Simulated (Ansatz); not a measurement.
**Single-point calculation, with input and output: TiN**

System: TiN (slab, 6 atoms in the cell).
Method: DFT PBE, scalar-relativistic, plane waves, PAW, PAW set soft_1, no spin polarisation (Ansatz 0.2.0).

The structure derives from an entry of the Crystallography Open Database. Figures and captions count atoms from 1; the log counts them from 0 in places.

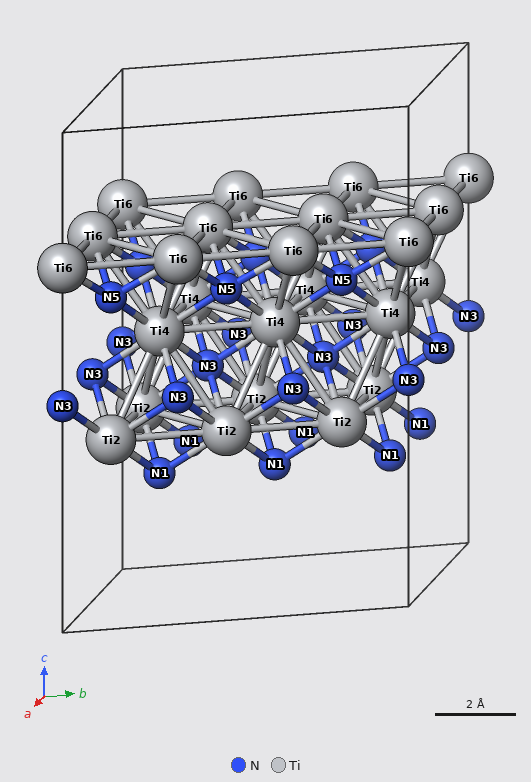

The input geometry (ball-and-stick view of the 2 × 3 repeat of the cell, with the vacuum cut short, seen slightly off an axis; atoms are numbered from 1 in the order of the input). An atom can appear more than once, as a periodic image.

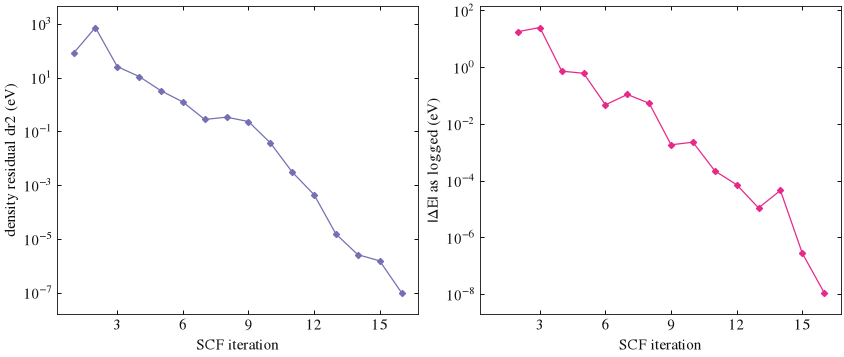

Convergence of the self-consistent field: density residual dr2 and size of the energy change against the SCF iteration. The residual comes down, with one marked jump up, by a factor of about 9, at step 2.

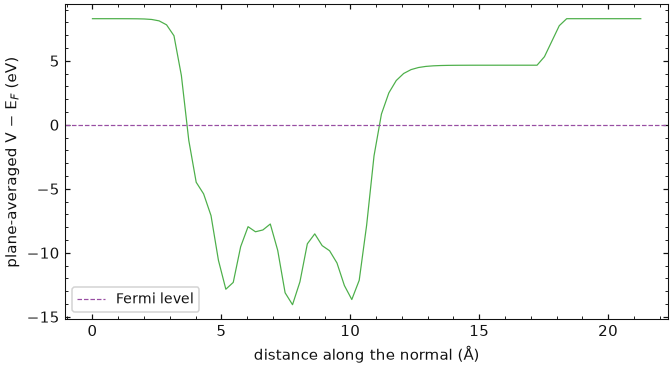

Plane average of the electrostatic potential energy of an electron across the cell, from the Fermi level. The vacuum level lies 4.65 eV above the Fermi level on the upper side and 8.29 eV on the lower.

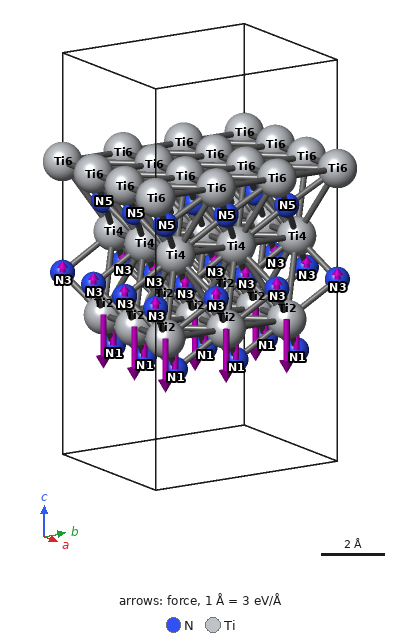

Forces on the atoms as pink arrows (ball-and-stick view of the 3 × 3 repeat of the cell, with the vacuum cut short, seen slightly off an axis; atoms are numbered from 1 in the order of the input); the smallest are left out. The largest act on Ti2 (5.27 eV/Å); N1 (4.12 eV/Å). The geometry is not a stationary point of this energy.

The input and output of the run follow.

The input:
```yaml
crystal:
  lattice:
    - [3.0028555065, 0.0, 0.0]
    - [-1.5014277533, 2.6005491526, 0.0]
    - [0.0, 0.0, 21.5541471875]
  atoms:
    - { symbol: "N", position: [0.3333333333, 0.6666666667, 0.1855791354] }
    - { symbol: Ti, position: [0.6666666667, 0.3333333333, 0.242454994] }
    - { symbol: "N", position: [0.0, 0.0, 0.2993308526] }
    - { symbol: Ti, position: [0.3333333333, 0.6666666667, 0.3575097833] }
    - { symbol: "N", position: [0.6666666667, 0.3333333333, 0.4147299349] }
    - { symbol: Ti, position: [0.0, 0.0, 0.4664599856] }
basis:
  ecutwfc: 420
kpoints:
  mp_grid: { grid: [9, 9, 1] }
hamiltonian:
  xc: pbe
  pseudopotentials: { kind: paw, azcp: { folder: soft_1 } }
scf:
  occupations: { method: gaussian, width: 0.1 }
output:
  forces: true
  eigenvalues: true
efield:
  axis: 3
  dipole_correction: true
  ramp_width: 0.04
```

Command:
```bash
ansatz run input.yaml --threads 2 --pin off --max-ram 6144MiB --backend cpu --events-out ev --progress --plain --runs-dir out
```

What the program printed:
```
Engine: ansatz 0.2.0, aarch64-unknown-linux-gnu
Pseudopotentials: kind: paw
Pseudopotential: N, paw, valence charge 5, recommended cutoff 420 eV (normal), [file]
Pseudopotential: Ti, paw, valence charge 12, recommended cutoff 420 eV (normal), [file]
Functional definition: PBE
  parameter kappa = 0.804
  parameter beta = 0.06672455060314922
  exchange = pbe_x(kappa = kappa, mu = beta*pi^2/3)
  correlation = pbe_c(beta = beta)
Crystal: 6 atoms, lattice volume = 168.318 Å³
Basis set: ecut = 420 eV, 3205 PW (Γ), exchange–correlation on 48×48×300 points (8 copies of the dense FFT grid, shifted against one another)
Bands: 32, of which v1, the nominal top of the filled ones, is band 26 counted from 1 (25 counted from 0)
Symmetry: 6 space group operations
Space group: P3m1 (ITA 156), of the structure as read, at distance tolerance 5.5e-5 Å
k-points: 12 of 81 (time reversal used)
Non-local potential: N, projectors of the file, l = 0: 2, l = 1: 2, l = 2: 1
Non-local potential: Ti, projectors of the file, l = 0: 3, l = 1: 2, l = 2: 3, l = 3: 1
PAW form: soft (Blöchl's): semilocal exchange-correlation on the pseudo side does not see the compensation charge
PAW one-centre angular grid: N, 110 points (default); XC on 64 Gauss nodes
PAW one-centre angular grid: Ti, 590 points (default); XC on 64 Gauss nodes
Initial density: superposition of atomic densities (neutral atoms: chi_scale 0, normalization atom)
Initial wavefunctions: pseudopotential atomic-orbital guess
Functional: x = pbe(κ = 0.804, μ = 0.2195149727645171), c = pbe(β = 0.06672455060314922)
SCF iter   1: F=—  HF=-8665.363403 eV  |F-HF|=—  |Δ(HF+E_count)|=         —  Δρ=1.25e-1  dr2=8.01e1  ethr=3.10e-3  p=0.000 e·Å  D=1.09e-6 V/Å  ΔV_dip=-0.00 eV  dr2_dipole=2.65e1  V_vac-E_F(+/−)=7.87/7.87 eV  ⟨swp⟩=8.4  Hψ=2025  notcnv=0
efield: sawtooth ramp at fractional position 0.8060 (placed from the atoms, in the widest stretch of the axis that holds none; the zero of the levels goes with the place), width 0.0400; the density the first Hamiltonian is built on has a dipole p = 0.000 e·Å; the dipole correction subtracts the counter field D = 1.09e-6 V/Å, which shifts the + side's vacuum level by -0.00 eV against the − side's; the planar-averaged density in the ramp window peaks in size at 2.2e-6 e/Å³
preconditioner: auto → LDOS  [metal: Δε(μ)=0.077 eV  Ē_g=9.765 eV  σ=0.100 eV  W_gap=0.40  n_scr=14 (ndim 8)  ℏωp=14.9 eV  f_vac=0.553  D(μ)=2.01/eV (n_scr^D=10)  β→1.0]
SCF iter   2: F=—  HF=-8683.128657 eV  |F-HF|=—  |Δ(HF+E_count)|=    1.78e1  Δρ=2.46e-1  dr2=7.24e2  ethr=3.10e-3  p=0.511 e·Å  D=5.49e-1 V/Å  ΔV_dip=-11.84 eV  dr2_dipole=4.66e2  V_vac-E_F(+/−)=-1.78/10.06 eV  ⟨swp⟩=11.6  Hψ=2239  notcnv=0  defer=21  recentre
SCF iter   3: F=—  HF=-8658.224753 eV  |F-HF|=—  |Δ(HF+E_count)|=    2.49e1  Δρ=5.12e-2  dr2=2.55e1  ethr=3.10e-3  p=0.024 e·Å  D=2.63e-2 V/Å  ΔV_dip=-0.57 eV  dr2_dipole=1.17e1  V_vac-E_F(+/−)=6.86/7.43 eV  ⟨swp⟩=7.7  Hψ=1509  notcnv=0  defer=15
SCF iter   4: F=—  HF=-8657.503291 eV  |F-HF|=—  |Δ(HF+E_count)|=   7.21e-1  Δρ=4.70e-2  dr2=1.09e1  ethr=3.10e-3  p=-0.086 e·Å  D=-9.21e-2 V/Å  ΔV_dip=1.98 eV  dr2_dipole=5.27e-1  V_vac-E_F(+/−)=10.89/8.97 eV  ⟨swp⟩=6.2  Hψ=938  notcnv=0  defer=20
SCF iter   5: F=—  HF=-8656.894937 eV  |F-HF|=—  |Δ(HF+E_count)|=   6.08e-1  Δρ=1.46e-2  dr2=3.22e0  ethr=3.10e-3  p=-0.024 e·Å  D=-2.60e-2 V/Å  ΔV_dip=0.56 eV  dr2_dipole=1.63e0  V_vac-E_F(+/−)=8.73/8.21 eV  ⟨swp⟩=3.1  Hψ=610  notcnv=0  defer=17
SCF iter   6: F=—  HF=-8656.848033 eV  |F-HF|=—  |Δ(HF+E_count)|=   4.69e-2  Δρ=1.47e-2  dr2=1.23e0  ethr=3.10e-3  p=-0.032 e·Å  D=-3.43e-2 V/Å  ΔV_dip=0.74 eV  dr2_dipole=8.26e-1  V_vac-E_F(+/−)=8.86/8.17 eV  ⟨swp⟩=6.1  Hψ=773  notcnv=0  defer=22
SCF iter   7: F=—  HF=-8656.738975 eV  |F-HF|=—  |Δ(HF+E_count)|=   1.09e-1  Δρ=5.64e-3  dr2=2.75e-1  ethr=2.42e-3  p=0.016 e·Å  D=1.68e-2 V/Å  ΔV_dip=-0.36 eV  dr2_dipole=1.23e-3  V_vac-E_F(+/−)=7.97/8.37 eV  ⟨swp⟩=3.0  Hψ=614  notcnv=0  defer=15
SCF iter   8: F=—  HF=-8656.685882 eV  |F-HF|=—  |Δ(HF+E_count)|=   5.31e-2  Δρ=4.18e-3  dr2=3.35e-1  ethr=5.38e-4  p=0.134 e·Å  D=1.44e-1 V/Å  ΔV_dip=-3.10 eV  dr2_dipole=1.62e-1  V_vac-E_F(+/−)=5.18/8.28 eV  ⟨swp⟩=4.2  Hψ=675  notcnv=0  defer=18
SCF iter   9: F=—  HF=-8656.684050 eV  |F-HF|=—  |Δ(HF+E_count)|=   1.83e-3  Δρ=3.02e-3  dr2=2.30e-1  ethr=5.38e-4  p=0.141 e·Å  D=1.51e-1 V/Å  ΔV_dip=-3.26 eV  dr2_dipole=1.13e-1  V_vac-E_F(+/−)=4.98/8.24 eV  ⟨swp⟩=1.7  Hψ=461  notcnv=0  defer=15
SCF iter  10: F=—  HF=-8656.681794 eV  |F-HF|=—  |Δ(HF+E_count)|=   2.26e-3  Δρ=1.28e-3  dr2=3.70e-2  ethr=4.51e-4  p=0.152 e·Å  D=1.64e-1 V/Å  ΔV_dip=-3.53 eV  dr2_dipole=1.63e-2  V_vac-E_F(+/−)=4.73/8.26 eV  ⟨swp⟩=1.2  Hψ=380  notcnv=0  defer=15
SCF iter  11: F=—  HF=-8656.681574 eV  |F-HF|=—  |Δ(HF+E_count)|=   2.20e-4  Δρ=3.97e-4  dr2=3.04e-3  ethr=7.25e-5  p=0.157 e·Å  D=1.68e-1 V/Å  ΔV_dip=-3.63 eV  dr2_dipole=1.19e-3  V_vac-E_F(+/−)=4.66/8.29 eV  ⟨swp⟩=1.3  Hψ=388  notcnv=0  defer=15
SCF iter  12: F=—  HF=-8656.681646 eV  |F-HF|=—  |Δ(HF+E_count)|=   7.15e-5  Δρ=2.14e-4  dr2=4.38e-4  ethr=5.95e-6  p=0.157 e·Å  D=1.69e-1 V/Å  ΔV_dip=-3.64 eV  dr2_dipole=1.41e-4  V_vac-E_F(+/−)=4.65/8.29 eV  ⟨swp⟩=2.1  Hψ=487  notcnv=0  defer=15
SCF iter  13: F=—  HF=-8656.681635 eV  |F-HF|=—  |Δ(HF+E_count)|=   1.09e-5  Δρ=6.50e-5  dr2=1.50e-5  ethr=8.59e-7  p=0.157 e·Å  D=1.69e-1 V/Å  ΔV_dip=-3.64 eV  dr2_dipole=3.71e-6  V_vac-E_F(+/−)=4.65/8.29 eV  ⟨swp⟩=2.2  Hψ=531  notcnv=0  defer=15
SCF iter  14: F=—  HF=-8656.681680 eV  |F-HF|=—  |Δ(HF+E_count)|=   4.50e-5  Δρ=3.29e-5  dr2=2.57e-6  ethr=2.95e-8  p=0.157 e·Å  D=1.69e-1 V/Å  ΔV_dip=-3.64 eV  dr2_dipole=1.21e-8  V_vac-E_F(+/−)=4.65/8.29 eV  ⟨swp⟩=2.2  Hψ=589  notcnv=0  defer=16
SCF iter  15: F=—  HF=-8656.681680 eV  |F-HF|=—  |Δ(HF+E_count)|=   2.76e-7  Δρ=1.77e-5  dr2=1.51e-6  ethr=5.03e-9  p=0.157 e·Å  D=1.69e-1 V/Å  ΔV_dip=-3.64 eV  dr2_dipole=3.34e-7  V_vac-E_F(+/−)=4.65/8.29 eV  ⟨swp⟩=2.4  Hψ=586  notcnv=0  defer=16
SCF iter  16: F=-8656.681680 eV  HF=-8656.681680 eV  |F-HF|=5.53e-8  |Δ(HF+E_count)|=   1.12e-8  Δρ=5.16e-6  dr2=9.89e-8  ethr=1.96e-10  p=0.157 e·Å  D=1.69e-1 V/Å  ΔV_dip=-3.64 eV  dr2_dipole=2.00e-8  V_vac-E_F(+/−)=4.65/8.29 eV  ⟨swp⟩=17.2  Hψ=2755  notcnv=0
SCF 1 converged in 16 iterations: F = -8656.681680 eV  dr2 = 9.89e-8
  greatest PAW one-centre occupation: 0.999 electrons in one spin orbital (limit 2), on the Ti atom at site 1 (counted from 0), in its partial waves of l = 0
SCF converged after 16 iterations
Free energy (F): -8656.681680 eV
Harris-Foulkes:  -8656.681680 eV  (|F-HF|=5.53e-8)
Internal energy: -8656.653445 eV  (E = F + TS)
E sigma→0 (E₀):  -8656.667563 eV
Entropy (-TS):   -0.028235 eV (-4.706 meV/atom)
Fermi energy:    1.276615 eV
Dipole field:    D = 0.168628 V/Å  (p = 0.156855 e·Å, saw-weighted, corrected)
Work function:   Φ+ = 4.6549 eV   Φ− = 8.2895 eV
Levels:          The Fermi level and band energies are counted from a zero that moves with the ramp; work functions are not
--- Per-component energies (eV) ---
  E_band       = -1026.683084
  E_kinetic    = 1220.225042
  E_local      = -50281.828944  (includes V_loc(G=0)·N_el)
  E_nonlocal   = 285.132174
  E_hartree    = 24495.291269
  E_xc         = -526.708577
  E_vxc        = -662.408007  (∫ρ·V_xc dr)
  E_paw        = -3506.656044  (= ΣΔE_a)
  E_vpaw       = -576.007865  (= ΣTr[D̂ρ^β])
  E_aug_tail   = 0.002243  (compensation charges beyond the density's cutoff)
  E_efield     = 0.013225  (sawtooth field / dipole correction)
  E_vefield    = -2.402570  (∫n·V_field dr)
  E_ewald      = 19657.876166
  E_smearing   = -0.028235  (= −TS)
  E_closure    = 0.000000  (closes the sum)
  Σ components = -8656.681680   (vs F -8656.681680, Δ=0.00e0)
--- Forces (eV/Å), atoms counted from 1 ---
  atom   1  N      0.00000000     0.00000000     4.11959235
  atom   2  Ti     0.00000000     0.00000000    -5.27016840
  atom   3  N      0.00000000    -0.00000000     1.13625254
  atom   4  Ti     0.00000000    -0.00000000     0.01477111
  atom   5  N     -0.00000000    -0.00000000    -0.00025854
  atom   6  Ti     0.00000000     0.00000000    -0.00002476
  max |Σ_I F_I| component: 1.64e-4 eV/Å
--- Band table (eV; the first three rows and the last of 12) ---
  k-point 0: bands = ["-56.1493", "-55.8427", "-55.2087", "-32.6389", "-32.2208", "-32.2208", "-32.1772", "-31.8673", "-31.8673", "-31.5013", "-31.2513", "-31.2513", "-14.9520", "-13.7289", "-10.8745", "-5.5414", "-3.4374", "-3.4374", "-3.0502", "-1.8920", "-1.8920", "0.0592", "0.7458", "1.0559", "1.0559", "1.6541", "1.6541", "1.8138", "2.8531", "2.8531", "3.1144", "3.3332"]
  k-point 1: bands = ["-56.1415", "-55.8359", "-55.2015", "-32.6205", "-32.2915", "-32.2337", "-32.1617", "-31.9179", "-31.8782", "-31.4913", "-31.3056", "-31.2629", "-14.8000", "-13.6823", "-10.8196", "-5.3442", "-3.8142", "-3.3942", "-2.8129", "-2.3622", "-1.9721", "-0.0804", "0.4871", "1.0047", "1.0159", "1.4709", "1.7421", "1.9313", "2.8778", "2.9780", "3.0920", "3.3217"]
  k-point 2: bands = ["-56.1217", "-55.8189", "-55.1834", "-32.5768", "-32.4365", "-32.2661", "-32.1542", "-32.0406", "-31.9056", "-31.4680", "-31.4391", "-31.2921", "-14.4270", "-13.5665", "-10.6559", "-4.8870", "-4.3244", "-3.3423", "-3.3164", "-2.6835", "-2.1477", "-0.5650", "0.3243", "0.7007", "0.9543", "1.2485", "2.0409", "2.2280", "2.8581", "2.9645", "3.3133", "3.6735"]
  k-point 11: bands = ["-56.0738", "-55.7778", "-55.1396", "-32.5759", "-32.5692", "-32.4375", "-32.1848", "-32.1600", "-32.1044", "-31.5647", "-31.5561", "-31.4075", "-13.7584", "-13.1022", "-10.0849", "-4.8603", "-4.5065", "-4.1687", "-3.6208", "-3.5033", "-3.0309", "-1.0040", "0.5149", "0.5496", "0.9326", "1.3580", "2.4253", "3.0111", "3.1560", "3.3585", "4.0056", "4.2238"]
```

Summary:

| quantity | value |
| --- | --- |
| outcome | converged |
| electrons treated | 51 |
| free energy | −8656.6817 eV |
| work function, top face | 4.65 eV |
| work function, bottom face | 8.29 eV |
| Fermi energy | 1.277 eV |
| gap on the k-point mesh | none (metallic) |
| work function (upper face) | 4.65 eV |
| largest force (length of the vector) | 5.270 eV/Å |
| hardware | 2 threads of Arm Neoverse N1, 98 GiB of memory available, shared host |
| wall time | 11 s (CPU time 21 s) |
| peak memory | 0.38 GiB |

Notes:

The cell holds an odd number of electrons but the run has no spin polarisation, so a band is left half filled.
